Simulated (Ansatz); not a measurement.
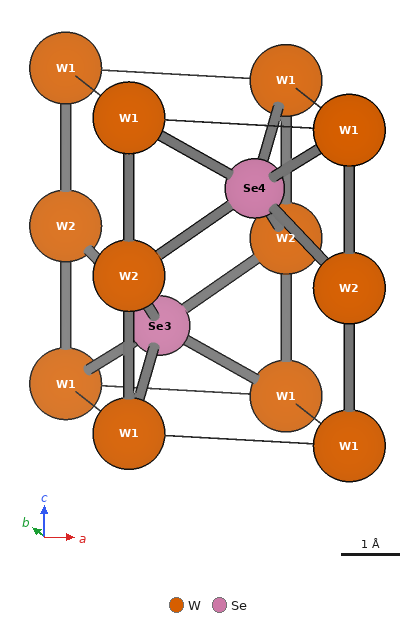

**Figure 1.** The structure (ball-and-stick view of the cell of the calculation, seen slightly off an axis; atoms are numbered from 1 in the order of the input). Near neighbours in the crystal (not all of them lie inside the picture): W has 6 Se at 2.70 Å and 2 W at 2.84 Å; Se has 6 W at 2.70 Å.

# What a change does: single-point calculation on WSe

System: WSe (P6₃/mmc, 4 atoms in the cell).
Method of the first run: DFT PBE, scalar-relativistic, plane waves, PAW, spin-polarised (Ansatz 0.2.0).

The structure was made by swapping elements on the sites of another compound; it need not be a known phase. Text and figures count atoms from 1; the logs count them from 0 in places.

## Input, the first run
```yaml
crystal:
  lattice:
    - [3.9749993495, 0.0, 0.0]
    - [-1.9874996747, 3.4424504167, 0.0]
    - [0.0, 0.0, 5.6785709755]
  atoms:
    - { symbol: W, position: [0.0, 0.0, 0.0] }
    - { symbol: W, position: [0.0, 0.0, 0.5] }
    - { symbol: Se, position: [0.3333333333, 0.6666666667, 0.25] }
    - { symbol: Se, position: [0.6666666667, 0.3333333333, 0.75] }
basis:
  ecutwfc: 420
kpoints:
  mp_grid: { grid: [6, 6, 4] }
hamiltonian:
  xc: pbe
scf:
  occupations: { method: gaussian, width: 0.1 }
  lower_state_search: "off"
output:
  forces: true
  stress: true
  eigenvalues: true
  populations: true
magnetization:
  spin_polarized: true
```

Command:
```bash
ansatz run input.yaml --threads 1 --pin off --max-ram 2560MiB --backend cpu --events-out ev --progress --plain --runs-dir out
```

Hardware: 1 thread of Intel Xeon @ 2.50GHz (Skylake/Cascade Lake), 189 GiB of memory available, shared host.

## Output, shortened to warnings, some set-up lines, iterations and results (the first run)
```
Basis set: ecut = 420 eV, 1543 PW (Γ), exchange–correlation on 54×54×80 points (8 copies of the dense FFT grid, shifted against one another)
Symmetry: 24 space group operations
k-points: 21 of 144
Initial density: superposition of atomic densities (chi_scale 0.1, normalization cell, long waves kept (reshape's long-wave potential 0.00 eV rms))
[...]
SCF iter   1: F=—  HF=-31705.398037 eV  |F-HF|=—  |Δ(HF+E_count)|=         —  Δρ=2.05e-2 (↑2.05e-2 ↓2.05e-2)  dr2=1.48e0  dr2_m=0.00e0  M=0.000 μB ∫|m|=0.000 μB  β_m=0.30  …
SCF iter   2: F=—  HF=-31700.737585 eV  |F-HF|=—  |Δ(HF+E_count)|=    4.66e0  Δρ=6.95e-2 (↑6.95e-2 ↓6.02e-2)  dr2=8.54e-1  dr2_m=2.90e0  M=6.109 μB ∫|m|=6.123 μB  …
SCF iter   3: F=—  HF=-31704.516194 eV  |F-HF|=—  |Δ(HF+E_count)|=         —  Δρ=3.18e-2 (↑2.81e-2 ↓3.18e-2)  dr2=7.85e-1  dr2_m=4.94e-1  M=3.227 μB ∫|m|=3.368 μB  β_m=0.30  …
SCF iter   4: F=—  HF=-31704.638189 eV  |F-HF|=—  |Δ(HF+E_count)|=   1.22e-1  Δρ=2.50e-2 (↑2.26e-2 ↓2.50e-2)  dr2=4.33e-1  dr2_m=3.17e-1  M=2.989 μB ∫|m|=3.132 μB  β_m=0.63  …
SCF iter   5: F=—  HF=-31704.903436 eV  |F-HF|=—  |Δ(HF+E_count)|=   2.65e-1  Δρ=5.97e-3 (↑5.92e-3 ↓5.97e-3)  dr2=1.00e-2  dr2_m=2.26e-2  M=2.060 μB ∫|m|=2.171 μB  β_m=0.82  …
[... 7 lines ...]
SCF iter  13: F=—  HF=-31705.043062 eV  |F-HF|=—  |Δ(HF+E_count)|=   4.01e-5  Δρ=5.75e-5 (↑5.75e-5 ↓5.38e-5)  dr2=7.68e-7  dr2_m=1.97e-6  M=0.098 μB ∫|m|=0.099 μB  β_m=1.00  …
SCF iter  14: F=—  HF=-31705.043093 eV  |F-HF|=—  |Δ(HF+E_count)|=   3.08e-5  Δρ=2.13e-5 (↑1.58e-5 ↓2.13e-5)  dr2=7.46e-7  dr2_m=1.01e-7  M=0.023 μB ∫|m|=0.023 μB  β_m=1.00  …
SCF iter  15: F=—  HF=-31705.043095 eV  |F-HF|=—  |Δ(HF+E_count)|=         —  Δρ=5.51e-6 (↑5.51e-6 ↓5.51e-6)  dr2=7.43e-8  dr2_m=0.00e0  M=0.000 μB ∫|m|=0.000 μB  β_m=1.00  …
SCF iter  16: F=-31705.043095 eV  HF=-31705.043095 eV  |F-HF|=6.77e-10  |Δ(HF+E_count)|=   1.24e-8  Δρ=1.70e-6 (↑1.70e-6 ↓1.70e-6)  dr2=1.18e-8  dr2_m=0.00e0  M=0.000 μB …
SCF 1 converged in 16 iterations: F = -31705.043095 eV  dr2 = 1.18e-8
SCF converged after 16 iterations
Magnetization: 0.0000 μB (30.0000 up, 30.0000 down)
Absolute magnetization: 0.0000 μB (∫|ρ↑−ρ↓|)
Spin contamination: 0.0000 ħ² per cell (⟨S²⟩ above its minimum at these occupations)
Per-site moments (μB) at R_I (Å): [(0.0, 1.1131585009910558), (0.0, 1.1131585009910556), (0.0, 1.1131585009910558), (0.0, 1.1131585009910556)]
Free energy (F): -31705.043095 eV
Harris-Foulkes:  -31705.043095 eV  (|F-HF|=6.77e-10)
Internal energy: -31705.012477 eV  (E = F + TS)
E sigma→0 (E₀):  -31705.027786 eV
Entropy (-TS):   -0.030618 eV (-7.654 meV/atom)
Fermi energy:    15.639140 eV
--- Per-component energies (eV) ---
  E_band       = -943.808329
  E_kinetic    = 1135.555576
  E_local      = -5914.306702  (includes V_loc(G=0)·N_el)
  E_nonlocal   = -1181.993651
  E_hartree    = 2753.208230
  E_xc         = -738.276148
  E_vxc        = -669.170578  (∫ρ·V_xc dr)
  E_paw        = -20952.687140  (= ΣΔE_a)
  E_vpaw       = 179.695088  (= ΣTr[D̂ρ^β])
  E_aug_tail   = -0.001255  (compensation charges beyond the density's cutoff)
  E_ewald      = -6806.511388
  E_smearing   = -0.030618  (= −TS)
  E_closure    = 0.000000  (closes the sum)
  Σ components = -31705.043095   (vs F -31705.043095, Δ=0.00e0)
--- Forces (eV/Å), atoms counted from 1 ---
  atom   1  W      0.00000000     0.00000000     0.00000000
  atom   2  W      0.00000000     0.00000000     0.00000000
  atom   3  Se     0.00000000     0.00000000    -0.00000000
  atom   4  Se    -0.00000000    -0.00000000     0.00000000
  max |Σ_I F_I| component: 2.31e-18 eV/Å
--- Stress (GPa, compression-positive) ---
       -4.879054       0.000000      -0.000000
       -0.000000      -4.879054      -0.000000
       -0.000000      -0.000000     -20.142316
  P = ⅓ Tr σ = -9.9668 GPa (-99.668 kbar)
--- Löwdin populations: 4 sites ---
  site symbol       q [e]    m [muB]
     0      W     13.7848     0.0000
     1      W     13.7848     0.0000
     2     Se     16.0587     0.0000
     3     Se     16.0587     0.0000
  spilling = 0.005216 (of n_electrons = 60.000000)
```

For the second run the input was changed thus:
```diff
-  populations: true
-magnetization:
-  spin_polarized: true
```

Predict how the results change.

The energy is the same within 0.01 meV per atom. The SCF takes 7 iterations against 16. On the same kind of shared host the second run took about 0.37 times as long. The two runs start from different initial densities, which also moves the count.

## Output, shortened to warnings, some set-up lines, iterations and results (the second run)
```
Basis set: ecut = 420 eV, 1543 PW (Γ), exchange–correlation on 54×54×80 points (8 copies of the dense FFT grid, shifted against one another)
Symmetry: 24 space group operations
k-points: 21 of 144
Initial density: superposition of atomic densities (neutral atoms: chi_scale 0, normalization atom), corrected by the library's trained network
[...]
SCF iter   1: F=—  HF=-31705.045793 eV  |F-HF|=—  |Δ(HF+E_count)|=         —  Δρ=5.39e-3  dr2=1.90e-2  ethr=1.77e-3  ⟨swp⟩=5.3  Hψ=2912  notcnv=0
SCF iter   2: F=—  HF=-31705.044139 eV  |F-HF|=—  |Δ(HF+E_count)|=   1.65e-3  Δρ=3.25e-3  dr2=7.63e-3  ethr=3.17e-5  ⟨swp⟩=1.0  Hψ=924  notcnv=0
SCF iter   3: F=—  HF=-31705.043143 eV  |F-HF|=—  |Δ(HF+E_count)|=   9.97e-4  Δρ=4.80e-4  dr2=2.10e-4  ethr=1.27e-5  ⟨swp⟩=2.0  Hψ=956  notcnv=0
SCF iter   4: F=—  HF=-31705.043118 eV  |F-HF|=—  |Δ(HF+E_count)|=   2.41e-5  Δρ=2.31e-4  dr2=5.57e-5  ethr=3.50e-7  ⟨swp⟩=2.0  Hψ=1277  notcnv=0
SCF iter   5: F=—  HF=-31705.043087 eV  |F-HF|=—  |Δ(HF+E_count)|=   3.13e-5  Δρ=9.90e-5  dr2=9.15e-6  ethr=9.29e-8  ⟨swp⟩=2.0  Hψ=1250  notcnv=0
SCF iter   6: F=—  HF=-31705.043094 eV  |F-HF|=—  |Δ(HF+E_count)|=   6.50e-6  Δρ=3.20e-5  dr2=1.11e-6  ethr=1.53e-8  ⟨swp⟩=2.0  Hψ=1331  notcnv=0
SCF iter   7: F=-31705.043095 eV  HF=-31705.043094 eV  |F-HF|=5.79e-8  |Δ(HF+E_count)|=   7.91e-7  Δρ=9.32e-6  dr2=6.22e-8  ethr=1.67e-10  ⟨swp⟩=5.5  Hψ=3485  notcnv=0
SCF 1 converged in 7 iterations: F = -31705.043095 eV  dr2 = 6.22e-8
SCF converged after 7 iterations
Free energy (F): -31705.043095 eV
Harris-Foulkes:  -31705.043094 eV  (|F-HF|=5.79e-8)
Internal energy: -31705.012478 eV  (E = F + TS)
E sigma→0 (E₀):  -31705.027786 eV
Entropy (-TS):   -0.030617 eV (-7.654 meV/atom)
Fermi energy:    15.639142 eV
--- Per-component energies (eV) ---
  E_band       = -943.809265
  E_kinetic    = 1135.554931
  E_local      = -5914.305973  (includes V_loc(G=0)·N_el)
  E_nonlocal   = -1181.995428
  E_hartree    = 2753.208123
  E_xc         = -738.276131
  E_vxc        = -669.170562  (∫ρ·V_xc dr)
  E_paw        = -20952.685356  (= ΣΔE_a)
  E_vpaw       = 179.696298  (= ΣTr[D̂ρ^β])
  E_aug_tail   = -0.001255  (compensation charges beyond the density's cutoff)
  E_ewald      = -6806.511388
  E_smearing   = -0.030617  (= −TS)
  E_closure    = 0.000000  (closes the sum)
  Σ components = -31705.043095   (vs F -31705.043095, Δ=0.00e0)
--- Forces (eV/Å), atoms counted from 1 ---
  atom   1  W     -0.00000000     0.00000000    -0.00000000
  atom   2  W      0.00000000     0.00000000     0.00000000
  atom   3  Se     0.00000000     0.00000000    -0.00000000
  atom   4  Se    -0.00000000    -0.00000000     0.00000000
  max |Σ_I F_I| component: 1.73e-18 eV/Å
--- Stress (GPa, compression-positive) ---
       -4.878905       0.000000      -0.000000
        0.000000      -4.878905      -0.000000
       -0.000000      -0.000000     -20.141934
  P = ⅓ Tr σ = -9.9666 GPa (-99.666 kbar)
```

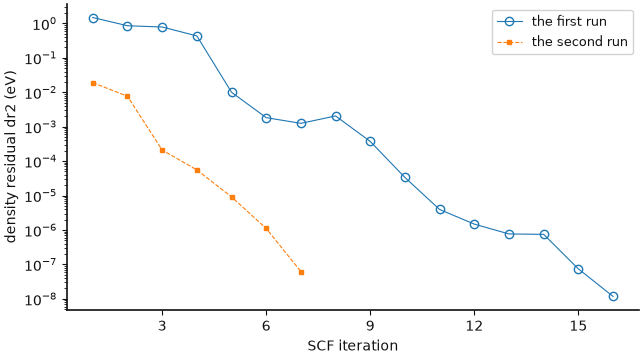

**Figure 2.** Convergence of the two runs: density residual dr2 against the SCF iteration. The first run takes 16 iterations in all, and the second run takes 7.

## The two runs side by side

| quantity | the first run | the second run |
| --- | --- | --- |
| outcome | converged | converged |
| free energy per atom (eV) | −7926.2608 | −7926.2608 |
| energy per atom, smearing taken to zero (eV) | −7926.2569 | −7926.2569 |
| gap on the mesh (eV) | 0.00 | 0.00 |
| net moment of the cell (μB) | 0.00 | – |
| absolute moment of the cell (μB) | 0.00 | – |
| pressure (GPa) | −9.97 | −9.97 |
| largest force (eV/Å) | 0.000 | 0.000 |
| SCF iterations | 16 | 7 |
| irreducible k-points | 21 | 21 |
| plane waves at Γ | 1543 | 1543 |
| wall time (shared host) | 28 s | 10 s |

For both runs: Spin–orbit coupling is left out, which matters for W. For the first run: Warnings: spin is on but no starting moments are given; the state was not tested for a lower one.
